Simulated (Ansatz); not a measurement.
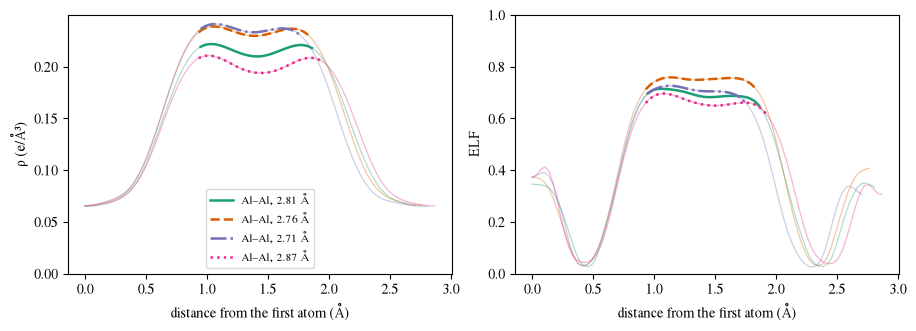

Al (cell with a defect). Valence electron density and electron localisation function along straight lines between neighbouring atoms. Thin, pale parts lie inside the atomic spheres.

Computed without spin polarisation.

Level of theory: DFT PBE, scalar-relativistic, plane waves, PAW in Ansatz.

Core electrons are frozen (PAW), and the valence fields are smoothed inside the atomic spheres.

```
Al
1.0
     3.23502    3.23502   -6.47004
     6.47004   -3.23502   -3.23502
    -3.23502   -3.23502   -6.47004
Al
23
Direct
  0.99858 0.72156 0.87806
  0.43297 0.63406 0.75000
  0.77987 0.72156 0.62194
  0.38270 0.00000 0.83922
  0.72013 0.27844 0.87806
  0.06703 0.36594 0.75000
  0.50142 0.27844 0.62194
  0.83664 0.35956 0.52578
  0.19620 0.64044 0.52578
  0.55674 0.64042 0.35368
  0.89036 0.71928 0.25000
  0.11730 0.00000 0.66078
  0.48958 0.00000 0.44758
  0.88639 0.00000 0.44204
  0.19716 0.35958 0.35368
  0.60964 0.28072 0.25000
  0.94326 0.35958 0.14632
  0.30284 0.64042 0.14632
  0.66336 0.64044 0.97422
  0.25000 0.00000 0.25000
  0.61361 0.00000 0.05796
  0.30380 0.35956 0.97422
  0.01042 0.00000 0.05242
```

Question: What can be read from the curves?

Answer: Al–Al (2.81 Å): ρ is about 0.21 e/Å³ halfway; the ELF peaks at about 0.70 between the atoms.
Al–Al (2.76 Å): ρ is about 0.23 e/Å³ halfway; the ELF peaks at about 0.75 between the atoms.
Al–Al (2.71 Å): ρ is about 0.23 e/Å³ halfway; the ELF peaks at about 0.75 between the atoms.
Al–Al (2.87 Å): the density is about 0.19 e/Å³ at the midpoint; the ELF peaks at about 0.70 between the atoms.
